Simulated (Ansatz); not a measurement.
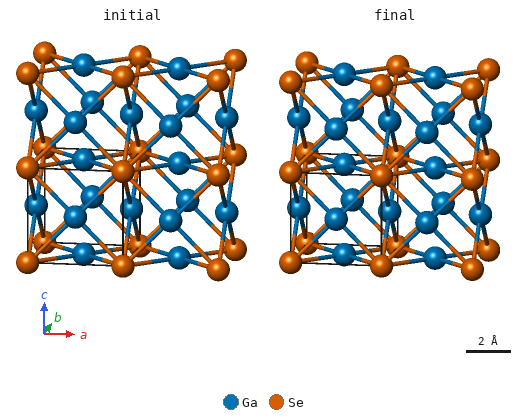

The structure of crystalline Ga₃Se (set up in Pm-3m) before (left) and after (right) a relaxation, at one scale.

A ball-and-stick model of the cell of the calculation, repeated 2 × 1 × 2 with one cell outlined, seen slightly off an axis.

These are results of Ansatz 0.2.0, DFT PBEsol+D3(BJ), scalar-relativistic, plane waves, PAW, not measurements. (plane-wave cutoff 420 eV; k-point mesh 10 × 10 × 10; occupations gaussian; smearing width 0.1 eV; no spin polarisation; cell and atoms relaxed; force threshold 0.005 eV/Å; at most 80 steps)

Describe what moved and what it gained.

Answer. The energy falls by 60.6 meV per atom in 3 accepted moves (5 points after the start). All forces vanish by symmetry, so only the cell relaxes. Pressure: −5.78 GPa at the start and 0.00 GPa at the end. At 2 points the geometry stayed and the basis and grid were re-selected for the new cell (energy shift of 0.6 meV per atom at most each time). No atom moves by more than 0.005 Å relative to the cell. The drawn cell changes as follows: a = b = c 4.432 → 4.225 Å (−4.7 %); the volume changes by −13.4 %. Some distances before and after: Ga–Se 3.134 → 2.987 Å. The space group stays Pm-3m (No. 221). Cost: 36 s on 1 thread of Intel(R) Xeon(R) Platinum 8488C (Sapphire Rapids) (shared host), peak memory 0.5 GiB.
